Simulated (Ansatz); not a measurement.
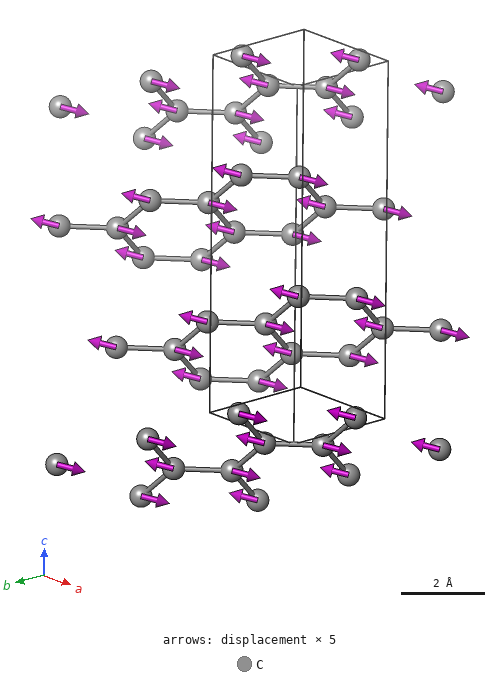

A symmetric starting cell of C. The purple arrows show how the atoms are displaced (without the part that the change of the cell carries along), magnified 5 times. Besides, the cell is strained by +0.7 % along [1 −1 1], −2.3 % roughly along [3 −3 −1], −3.6 % along [1 1 0] (volume −5.2 %). Style: ball-and-stick. Shown: the conventional cell (3 times the calculation's cell), repeated 2 × 3 × 1 with one cell outlined, from a free direction. Lengths and directions refer to the drawn axes.

Theory: DFT PBE, scalar-relativistic, plane waves, PAW (Ansatz 0.2.0). Settings: plane-wave cutoff 420 eV; k-point mesh 16 × 16 × 10; occupations gaussian; smearing width 0.05 eV; no spin polarisation.

**Describe the displacements and the computed response.**

Atoms are displaced by 0.15 Å relative to the cell. No relaxation follows. The starting cell wasn't computed here and needn't be at equilibrium, so pressure and forces aren't due to the change alone. The pressure is 60.2 GPa (not all of it need come from the change, since the unchanged cell can be under pressure at this level too). The principal stresses (compression positive) are 143.6 GPa along [1 1 0], 37.2 GPa roughly along [1 −1 0], −0.2 GPa along [1 −1 −2]. The largest forces, 9.9 eV/Å, act on 2 C atoms of the calculation's cell. The forces point straight back along the displacements (cosine −0.98). Near-neighbour distances before and after: C–C 1.418 → 1.257 to 1.676 Å. The space group stays C2/m (No. 12).
